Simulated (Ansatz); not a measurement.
**Geometry relaxation, with input and output: CH6Si14 (part 2 of 5)**

The same run, continued: CH6Si14 (slab, 42 atoms in the cell); DFT PBE+D3(BJ), scalar-relativistic, plane waves, PAW, no spin polarisation (Ansatz 0.2.0); cutoff 420 eV, 4×4×1 k-mesh, Gaussian smearing of 0.05 eV. The structure derives from an entry of the Crystallography Open Database. The input holds or restrains some coordinates. Forces given for the steps count only the free coordinates.

What the program printed, continued
```
relax step  21: F+E_penalty+E_count = -18496.63301044 eV  Δ(F+E_penalty+E_count) = -5.336e-3 eV  max|allowed force component| = 1.594e-1 eV/Å  Δτ_max = 0.0959 Å  (6 SCF iters, dr2 threshold 2.40e-5 eV, accepted)
SCF 22 converged in 6 iterations: F = -18496.638067 eV  dr2 = 7.71e-6
relax step  22: F+E_penalty+E_count = -18496.63806676 eV  Δ(F+E_penalty+E_count) = -5.056e-3 eV  max|allowed force component| = 1.035e-1 eV/Å  Δτ_max = 0.1031 Å  (6 SCF iters, dr2 threshold 1.87e-5 eV, accepted)
SCF 23 converged in 7 iterations: F = -18496.640487 eV  dr2 = 5.77e-7
relax step  23: F+E_penalty+E_count = -18496.64048712 eV  Δ(F+E_penalty+E_count) = -2.420e-3 eV  max|allowed force component| = 8.270e-2 eV/Å  Δτ_max = 0.0923 Å  (7 SCF iters, dr2 threshold 4.52e-6 eV, accepted)
SCF 24 converged in 8 iterations: F = -18496.641791 eV  dr2 = 5.53e-8
relax step  24: F+E_penalty+E_count = -18496.64179059 eV  Δ(F+E_penalty+E_count) = -1.303e-3 eV  max|allowed force component| = 7.067e-2 eV/Å  Δτ_max = 0.0813 Å  (8 SCF iters, dr2 threshold 2.88e-6 eV, accepted)
SCF 25 converged in 8 iterations: F = -18496.642161 eV  dr2 = 1.38e-8
relax step  25: F+E_penalty+E_count = -18496.64216072 eV  Δ(F+E_penalty+E_count) = -3.701e-4 eV  max|allowed force component| = 3.567e-2 eV/Å  Δτ_max = 0.0301 Å  (8 SCF iters, dr2 threshold 3.19e-6 eV, accepted)
SCF iter   1: F=—  HF=-18496.642245 eV  |F-HF|=—  |Δ(HF+E_count)|=         —  Δρ=2.34e-4  dr2=4.62e-4  ethr=3.55e-6  p=0.122 e·Å  D=1.32e-2 V/Å  ΔV_dip=-0.38 eV  dr2_dipole=3.88e-6  V_vac-E_F(+/−)=4.11/4.48 eV  ⟨swp⟩=3.0  Hψ=2060  notcnv=0  defer=152
efield: sawtooth ramp at fractional position 0.9399 (handed on by an earlier solve), width 0.1000; the density the first Hamiltonian is built on has a dipole p = 0.122 e·Å; the dipole correction subtracts the counter field D = 1.32e-2 V/Å, which shifts the + side's vacuum level by -0.38 eV against the − side's; the planar-averaged density in the ramp window peaks in size at 2.5e-6 e/Å³
preconditioner: auto → Resta (q_TF=auto, 1.788 Å⁻¹)  ε∞=2.5  [insulator: Δε(μ)=0.693 eV  Ē_g=8.434 eV  σ=0.050 eV  W_gap=1.00  n_scr=156 (ndim 8)  ℏωp=10.4 eV  f_vac=0.554  D(μ)=0.00/eV (n_scr^D=0)  ε∞_Penn≈2.5  vacuum switching on, ρ_ref=5.2e-3 e/Å³]
SCF iter   2: F=—  HF=-18496.642186 eV  |F-HF|=—  |Δ(HF+E_count)|=   5.86e-5  Δρ=1.11e-4  dr2=1.09e-4  ethr=3.50e-7  p=0.124 e·Å  D=1.34e-2 V/Å  ΔV_dip=-0.38 eV  dr2_dipole=7.45e-6  V_vac-E_F(+/−)=4.10/4.48 eV  ⟨swp⟩=2.0  Hψ=1542  notcnv=0  defer=153
SCF iter   3: F=—  HF=-18496.642204 eV  |F-HF|=—  |Δ(HF+E_count)|=   1.77e-5  Δρ=3.94e-5  dr2=2.31e-4  ethr=8.24e-8  p=0.120 e·Å  D=1.30e-2 V/Å  ΔV_dip=-0.37 eV  dr2_dipole=8.58e-5  V_vac-E_F(+/−)=4.11/4.48 eV  ⟨swp⟩=2.0  Hψ=1375  notcnv=0  defer=153  recentre
SCF iter   4: F=—  HF=-18496.642182 eV  |F-HF|=—  |Δ(HF+E_count)|=   2.16e-5  Δρ=1.32e-5  dr2=1.03e-5  ethr=8.24e-8  p=0.124 e·Å  D=1.34e-2 V/Å  ΔV_dip=-0.38 eV  dr2_dipole=4.52e-6  V_vac-E_F(+/−)=4.10/4.48 eV  ⟨swp⟩=2.0  Hψ=971  notcnv=0  defer=153
SCF iter   5: F=—  HF=-18496.642459 eV  |F-HF|=—  |Δ(HF+E_count)|=   2.77e-4  Δρ=4.62e-6  dr2=5.99e-7  ethr=7.82e-9  p=0.123 e·Å  D=1.33e-2 V/Å  ΔV_dip=-0.38 eV  dr2_dipole=1.10e-8  V_vac-E_F(+/−)=4.10/4.48 eV  ⟨swp⟩=2.0  Hψ=1186  notcnv=0  defer=153
SCF iter   6: F=—  HF=-18496.642459 eV  |F-HF|=—  |Δ(HF+E_count)|=   5.30e-8  Δρ=1.71e-6  dr2=1.87e-7  ethr=4.54e-10  p=0.123 e·Å  D=1.33e-2 V/Å  ΔV_dip=-0.38 eV  dr2_dipole=6.76e-9  V_vac-E_F(+/−)=4.11/4.48 eV  ⟨swp⟩=2.0  Hψ=1359  notcnv=0  defer=153
SCF iter   7: F=-18496.642459 eV  HF=-18496.642459 eV  |F-HF|=8.49e-9  |Δ(HF+E_count)|=   4.11e-9  Δρ=7.12e-7  dr2=1.16e-8  ethr=7.58e-11  p=0.123 e·Å  D=1.33e-2 V/Å  ΔV_dip=-0.38 eV  dr2_dipole=1.48e-13  V_vac-E_F(+/−)=4.11/4.48 eV  ⟨swp⟩=16.0  Hψ=8710  notcnv=0
WARN: dispersion: an atom stands within reach of a switch of its C6 between two reference coordination numbers of its element: through that C6 alone, e_disp changes by 0.025 eV or more while the distances to its neighbours run over a stretch of 0.05 Å that contains this geometry (sites counted from 0 in the run's list of atoms or, in a supercell that it derives, in that cell's: here a list of 42) — site 34 (Si): coordination number 3.333 (about 3.19 to 3.48 with every neighbour 0.05 Å farther or nearer), switch near 3.404 between the references 2.941 (weight 0.63) and 3.868 (weight 0.37), e_disp changing by some 0.03 eV. This is how the published method behaves, and the energy and the forces stay consistent. Where you compare this geometry's total energy with another's, compare their components.e_disp too, and, where the geometries are yours to choose, keep both on one side of the switch, which a site's coordination number tells: a relaxation that ends in reach of it can search the other side under relax.adjacent_minimum: search, except where no move that the cell, the constraints and the symmetry allow carries the atom there
SCF 26 converged in 7 iterations: F = -18496.642459 eV  dr2 = 1.16e-8
relax step  26: F+E_penalty+E_count = -18496.64245942 eV  Δ(F+E_penalty+E_count) = -2.987e-4 eV  max|allowed force component| = 1.701e-2 eV/Å  Δτ_max = 0.0067 Å  (7 SCF iters, accepted)
```

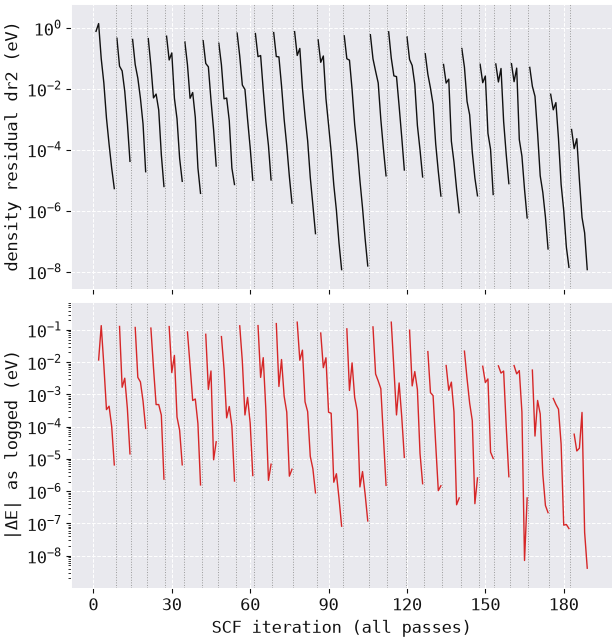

Figure 1. Convergence of the self-consistent field: density residual dr2 and size of the energy change against the SCF iteration. The dotted lines part the SCF passes of the relaxation: geometry steps, rejected trials and re-solves on a re-selected basis. The 26 passes take 6 to 10 iterations each, 189 in all.

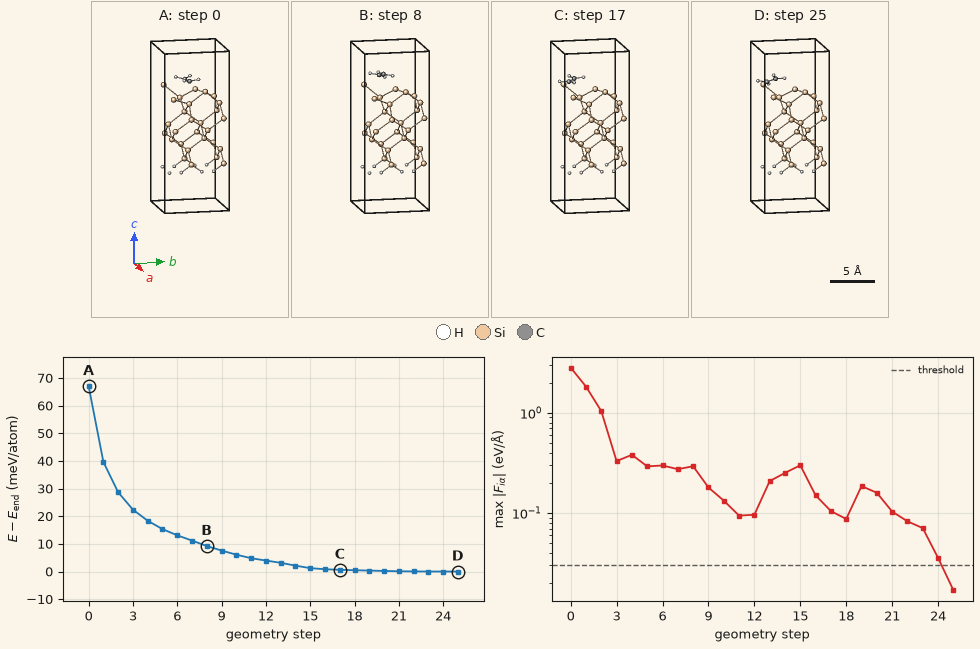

Figure 2. Frames of the restrained relaxation (ball-and-stick view of the cell of the calculation, with the vacuum cut short (origin shifted), seen slightly off an axis) above the curves, on which the letters mark them (the first geometry is step 0 here and step 1 in the log).

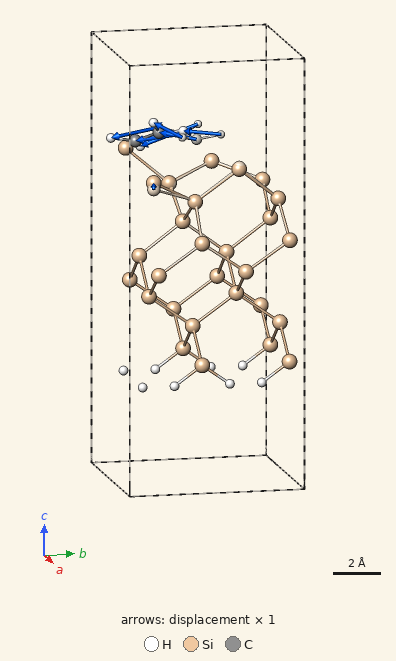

Figure 3. Start (faint) and end (solid) with the displacements as blue arrows, at true length (ball-and-stick view of the cell of the calculation, with the vacuum cut short (origin shifted), seen slightly off an axis). The largest move is that of H42, 2.65 Å. Largest moves by element: H 2.65 Å, C 2.12 Å, Si 0.30 Å. The cell stays as it was. Among the contacts that change: Si34–Si36 2.372 → 2.470 Å, Si30–Si34 2.341 → 2.404 Å, Si27–Si29 2.378 → 2.336 Å, Si29–Si34 2.341 → 2.358 Å. Among the angles that change: Si28–Si30–Si34 82.6° → 90.6°, Si30–Si34–Si36 117.2° → 110.3°, Si29–Si34–Si30 120.8° → 115.5°. The energy falls by 67.1 meV per atom in 25 geometry steps. The largest force component goes from 2.8 to 0.017 eV/Å. (Atoms are counted from 1 in the order of the input.)

```
WARN: The output density's exchange-correlation potential varies sharply where the density is thin. Do not read a vacuum level from v_tot or v_xc, or from such a field of the output density. On a cell that repeats whose density bears no net charge and no dipole along the vacuum's axis use v_es (v_loc + v_h of the components); under efield.dipole_correction with no amplitude use v_es + v_field, which holds any external_charges[].barrier, or the levels of the report's work_function block, which leave it out; under a non-zero efield.amplitude the vacuum is tilted and has no level; on a cell that repeats and bears such a dipole with no correction it is tilted too, and efield.dipole_correction with no amplitude gives each side of its ramp a level where efield: is served; in a cell that repeats whose density bears a net charge (total_charge, or a fill off its count) it is curved and has none; of a slab under crystal.periodic whose density bears no net charge use v_es, which has a level on each side, short of where the two are joined; of another it falls or rises all the way out and has none; of a slab beside external_charges read slab_vacuum_level instead, which it has where they leave it neutral. The grid or the basis barely resolves most such structure, and the values can differ between equally converged runs; as a rule a tighter scf.convergence.dr2_threshold does not remove it. Where the density itself ripples (under the LDA too) a higher basis.ecutwfc lessens it. The files hold the spikes' plane waves up to the density's cutoff. Files: v_tot_of_output_density and the like, and their columns of v_z.tsv (output.write_potential); v_xc_of_output_density and the like, and their columns of v_comp_z.tsv (output.write_potential_components). Measured: with its Gaussian average of σ = 0.25 Å subtracted twice, the exchange-correlation potential is over 0.1 eV at 327 of the grid points where the equally averaged density (valence and model cores) is under 1e-3 e/Å³, and 0.489 eV at the most among them, at an averaged density of 8.9e-4 e/Å³. The input density's (outcome.potential() and, of a run that writes arrays, v_tot and v_xc) is over 0.1 eV, so measured, at 328 points of its own thin density, 0.492 eV at the most. See output.write_potential in the manual, Limitations
SCF converged after 7 iterations
Free energy (F): -18496.642459 eV
Harris-Foulkes:  -18496.642459 eV  (|F-HF|=8.49e-9)
Internal energy: -18496.642459 eV  (E = F + TS)
E sigma→0 (E₀):  -18496.642459 eV
Fermi energy:    -0.505712 eV
Dipole field:    D = 0.013321 V/Å  (p = 0.122652 e·Å, saw-weighted, corrected)
Work function:   Φ+ = 4.1052 eV   Φ− = 4.4828 eV
Levels:          The Fermi level and band energies are counted from a zero that moves with the ramp; work functions are not
--- Per-component energies (eV) ---
  E_band       = -768.734067
  E_kinetic    = 1470.136205
  E_local      = -47521.604719  (includes V_loc(G=0)·N_el)
  E_nonlocal   = 803.962631
  E_hartree    = 23064.751137
  E_xc         = -1745.533927
  E_vxc        = -1561.170259  (∫ρ·V_xc dr)
  E_paw        = -14562.278667  (= ΣΔE_a)
  E_vpaw       = -90.004701  (= ΣTr[D̂ρ^β])
  E_aug_tail   = -0.015074  (compensation charges beyond the density's cutoff)
  E_efield     = 0.000817  (sawtooth field / dipole correction)
  E_vefield    = 0.450067  (∫n·V_field dr)
  E_ewald      = 20001.856571
  E_disp       = -7.917434  (pairwise vdW)
  E_smearing   = -0.000000  (= −TS)
  E_closure    = 0.000000  (closes the sum)
  Σ components = -18496.642459   (vs F -18496.642459, Δ=0.00e0)
--- Forces (eV/Å), atoms counted from 1 ---
  atom   1  H     -0.00054471     0.46291042    -0.08180429
  atom   2  H     -0.00668329    -0.46184627    -0.08103701
  atom   3  H      0.00032917     0.46203416    -0.08055210
  atom   4  H      0.00181137    -0.46210193    -0.08082500
  atom   5  H     -0.00320295    -0.47089002    -0.09254087
  atom   6  H      0.00610273     0.46942783    -0.09172193
  atom   7  H      0.00544507    -0.47050737    -0.09393988
  atom   8  H     -0.00669692     0.46951394    -0.09040050
  atom   9  Si     0.00902275    -0.00408632     0.25548382
  atom  10  Si    -0.00254531     0.00101270     0.25513276
  atom  11  Si    -0.00382669     0.00600636     0.20886407
  atom  12  Si     0.00339435     0.00447614     0.20826118
  atom  13  Si     0.13364664    -0.00022188    -0.07193227
  atom  14  Si     0.14981413    -0.01090701    -0.06610198
  atom  15  Si    -0.15302686    -0.00140547    -0.06903318
  atom  16  Si    -0.15029784     0.00295777    -0.07504195
  atom  17  Si     0.45139463    -0.00644801    -0.04195076
  atom  18  Si     0.31192642     0.03110561     0.02508699
  atom  19  Si    -0.33930209     0.00632196    -0.00314340
  atom  20  Si    -0.40858869    -0.02676920     0.07167644
  atom  21  Si     0.00035816     0.00031741    -0.00057643
  atom  22  Si     0.00093801    -0.00016502    -0.00020207
  atom  23  Si    -0.00013111    -0.00013429     0.00041184
  atom  24  Si    -0.00109863     0.00082012    -0.00155409
  atom  25  Si     0.00007103    -0.00013423    -0.00036876
  atom  26  Si     0.00008157     0.00026607    -0.00024328
  atom  27  Si     0.00002200    -0.00077746    -0.00363729
  atom  28  Si    -0.00235317     0.00110052    -0.00175467
  atom  29  Si    -0.00181330    -0.00189022    -0.00083786
  atom  30  Si     0.00043199    -0.00076361    -0.00270961
  atom  31  Si     0.00105802    -0.00172967     0.00257370
  atom  32  Si     0.00081366     0.00040912     0.00017658
  atom  33  Si     0.00055513     0.00061512    -0.00114377
  atom  34  Si     0.00680756     0.00022106     0.00137483
  atom  35  Si     0.00038830     0.00136389     0.00165028
  atom  36  Si    -0.00097429    -0.00022943    -0.00057812
  atom  37  C     -0.01700543    -0.00550663    -0.01377996
  atom  38  C      0.01457416     0.00617257     0.00721683
  atom  39  H      0.00491811    -0.00353852     0.00368770
  atom  40  H      0.00097396     0.00655064     0.00354456
  atom  41  H     -0.00234053    -0.00571795     0.00305344
  atom  42  H     -0.00439846     0.00217626    -0.00071842
  max |Σ_I F_I| component: 6.55e-5 eV/Å
--- Band table (eV; the first three rows and the last of 10) ---
  k-point 0: bands = ["-16.7183", "-12.2790", "-11.7872", "-11.6088", "-10.5052", "-10.3561", "-10.2940", "-10.2559", "-10.2474", "-10.1776", "-9.7305", "-9.6921", "-9.1721", "-8.9401", "-8.9202", "-8.3141", "-8.2342", "-8.2205", "-8.2027", "-8.1549", "-7.9818", "-7.8746", "-7.2611", "-7.2275", "-7.1120", "-6.9380", "-6.8629", "-6.6813", "-6.5792", "-6.3703", "-6.3146", "-6.0399", "-5.4975", "-5.2021", "-4.8543", "-4.3606", "-4.0961", "-3.9731", "-3.8502", "-3.8248", "-3.6318", "-3.4770", "-3.3645", "-3.3271", "-3.2419", "-3.1588", "-3.0561", "-2.8864", "-2.8294", "-2.6419", "-2.4790", "-2.3080", "-2.1775", "-2.1334", "-2.0647", "-1.7749", "-1.7297", "-1.7180", "-1.7046", "-1.6006", "-1.5280", "-1.2812", "-1.2603", "-1.1170", "-1.0153", "-0.9566", "-0.1613", "0.3582", "0.5315", "0.5928", "0.7046", "0.8458", "1.0586", "1.2455", "1.3948", "1.3992", "1.5464", "1.6555", "1.7422", "1.8201", "1.9481", "2.0521", "2.0643", "2.3240", "2.5038", "2.5182", "2.6159", "2.6303", "2.7026", "2.7358", "2.9187", "3.0426", "3.1175", "3.1834", "3.2999", "3.3089", "3.3393", "3.5162", "3.5691", "3.6960", "3.7362", "3.8489", "3.8748", "3.8921", "3.9757", "4.0735", "4.2926", "4.3691"]
  k-point 1: bands = ["-16.7180", "-12.1461", "-11.7922", "-11.4800", "-11.0977", "-10.5671", "-10.3846", "-10.1246", "-10.1100", "-9.8429", "-9.6002", "-9.5641", "-9.1406", "-9.0496", "-8.9680", "-8.8750", "-8.7578", "-8.6510", "-8.4575", "-7.7903", "-7.4197", "-7.3061", "-7.3017", "-7.2684", "-7.0469", "-6.8442", "-6.7562", "-6.4042", "-6.2791", "-6.0405", "-6.0142", "-5.5537", "-5.2896", "-5.1918", "-4.8865", "-4.5357", "-4.3931", "-4.1978", "-4.0611", "-3.8934", "-3.8314", "-3.6264", "-3.4276", "-3.2694", "-3.2249", "-3.1379", "-3.0684", "-3.0418", "-2.8833", "-2.8399", "-2.7816", "-2.5176", "-2.4376", "-2.4090", "-2.3667", "-2.1809", "-2.1720", "-1.9755", "-1.8972", "-1.7715", "-1.5855", "-1.5356", "-1.2826", "-1.1539", "-1.0684", "-0.8843", "0.1427", "0.5549", "0.6615", "0.7427", "1.1852", "1.2316", "1.3226", "1.4436", "1.5125", "1.6121", "1.7656", "1.9010", "1.9608", "2.0071", "2.1271", "2.2711", "2.3658", "2.4081", "2.5387", "2.6574", "2.6777", "2.7450", "2.8577", "3.0332", "3.0670", "3.1464", "3.1843", "3.2396", "3.2847", "3.4145", "3.4683", "3.5199", "3.5519", "3.6609", "3.7483", "3.8380", "3.9403", "3.9467", "4.2061", "4.2909", "4.3079", "4.4502"]
```
